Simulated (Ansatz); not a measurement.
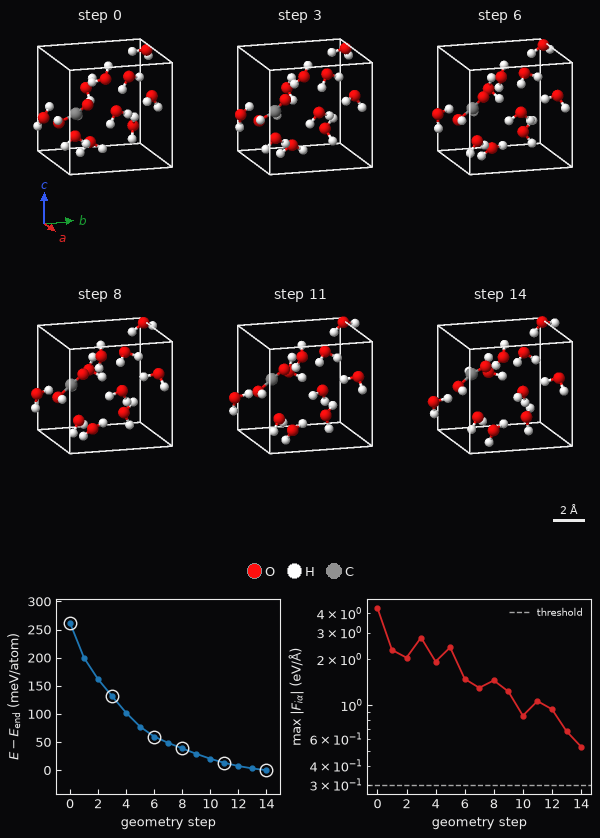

Frames of a relaxation of an amorphous cell of composition H22CO12, marked on the history of the run. A ball-and-stick model of the cell of the calculation, seen slightly off an axis.

The cell holds 10 H2O + 1 HCOOH. The run prepares the start of a later molecular dynamics calculation, from a guessed geometry.

Method: Ansatz, DFT PBE-D3(BJ), scalar-relativistic, plane waves, PAW. Settings: plane-wave cutoff 420 eV; k-point mesh 1 × 1 × 1; occupations fermi dirac; smearing width 0.05 eV; no spin polarisation; atoms relaxed in a fixed cell; force threshold 0.3 eV/Å; at most 15 steps.

Question: What happens along the run?

Answer: The relaxation stopped without meeting its thresholds, so the last structure isn't shown to be converged. It used up its limit of 15 steps. The energy falls by 262 meV per atom in 14 geometry steps. The largest force component goes from 4.4 to 0.53 eV/Å. The atom that moves furthest is an H atom (1.74 Å along [0 −1 3]). By element the largest moves are H 1.74 Å, C 1.35 Å, O 1.21 Å. The cell doesn't change. Some distances before and after: H–O 0.969 → 1.005 Å, C–O 1.350 → 1.321 Å, C–O 1.212 → 1.224 Å, C–H 1.096 → 1.108 Å. Bond angles that change, for instance: C–O–H 106.0° → 110.7°, H–O–H 104.0° → 107.8°, H–O–H 104.0° → 100.8°. From step 0 to 3: an O atom moves most (0.58 Å), energy −131 meV per atom. From step 3 to 6: an H atom moves most (0.51 Å), energy −71.9 meV per atom. From step 6 to 8: an H atom moves most (0.37 Å), energy −21.0 meV per atom. From step 8 to 11: an H atom moves most (0.56 Å), energy −25.7 meV per atom. From step 11 to 14: H atoms move most (0.55 Å), energy −13.1 meV per atom.

Limits of the set-up: the program's low-accuracy preset was used; the periodic images lie only 7.1 Å apart, so the values are limited by the cell's size.
